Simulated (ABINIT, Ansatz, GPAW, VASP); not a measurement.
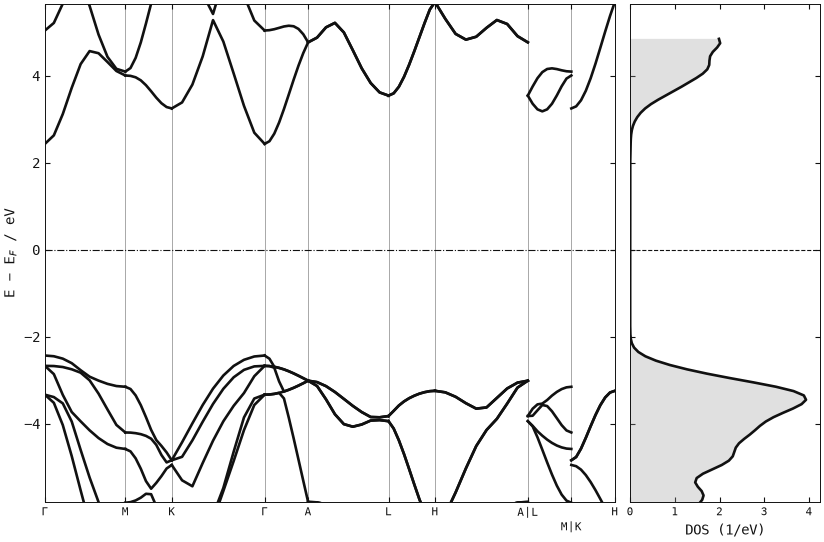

Band structure and density of states. Energies are counted from the Fermi level, put mid-gap where there is a gap. The DOS curve is built from the levels of the k mesh with Gaussians 0.55 eV wide, which also blur the band edges; ripples of that width can come from the mesh.

> Which of these calculations gave it?
A. wurtzite AlN, space group P6_3mc (No. 186), 4 atoms in the cell (a = 3.113 Å, c = 4.982 Å (hexagonal axes)); r2SCAN
B. rocksalt KF, space group Fm-3m (No. 225), 2 atoms in the primitive cell (cubic a = 5.344 Å); r2SCAN
C. zincblende MnS, space group F-43m, 2 atoms in the primitive cell (cubic a = 4.947 Å); PBEsol
D. bcc Hf, space group Im-3m (No. 229), 1 atom in the primitive cell (cubic a = 3.610 Å); PBEsol

A. The material is gapped. The gap along this path is 4.87 eV and direct: both edges lie at Γ. The top valence level at Γ is a single band, not degenerate (spin aside). The direct gaps are 7.37 eV at L, 7.78 eV at A and 4.87 eV at Γ. A hexagonal (primitive) lattice: the path Γ–M–K–Γ–A–L–H–A|L–M|K–H runs through the special points of its Brillouin zone.

VASP 6.6.1; r2SCAN, VASP PAW PBE potentials, release 64 (Al, N), no spin polarisation, no spin-orbit coupling, 9×9×6 k mesh, 520 eV cutoff, Gaussian smearing of 0.02 eV.

The PAW data sets were made with another functional. LDA, GGA and most meta-GGA functionals understate gaps. The cell was derived from a database entry in an earlier step, so it needn't be the measured one.
